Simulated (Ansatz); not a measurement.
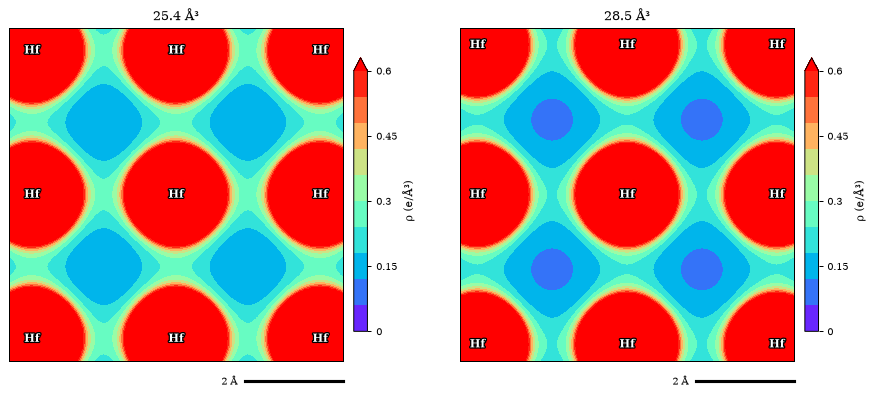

Hf. The valence charge density (pseudo) of cells scaled evenly to different volumes (given per atom above each panel), on the (010) plane of each (indices in the axes of the cell below), at one length scale and on one colour scale.

A generated structure, not necessarily the stable one.

These are results of DFT, revPBE, plane waves (420 eV) with PAW, scalar-relativistic in Ansatz 0.2.0, not measurements.

The density is the valence pseudo-density of a PAW calculation; it isn't the true density close to the nuclei.

The largest cell:

```xyz
1
Lattice="3.0535 0.0000 0.0000 0.0000 3.0535 0.0000 0.0000 0.0000 3.0535" Properties=species:S:1:pos:R:3 pbc="T T T"
Hf    0.0000    0.0000    0.0000
```

| volume (Å³/atom) | Hf–Hf contact in the plane (Å) | ρ at its midpoint (e/Å³) | pressure (GPa) | 
| --- | --- | --- | --- |
| 25.42 | 2.940 | 0.266 | 0.1 | 
| 27.45 | 3.017 | ? | ? | 
| 28.47 | 3.054 | 0.232 | −6.5 | 

What values belong in the row with question marks?

Answer. Over the known rows ln ρ falls by 1.20 per Å of Hf–Hf distance (the line through the two), which gives 0.243 e/Å³ at 3.017 Å; the calculation gives 0.243 e/Å³. For the pressure, a straight line in volume between the neighbouring rows gives −4.3 GPa; the calculation gives −4.7, lower because pressure rises ever faster on compression.
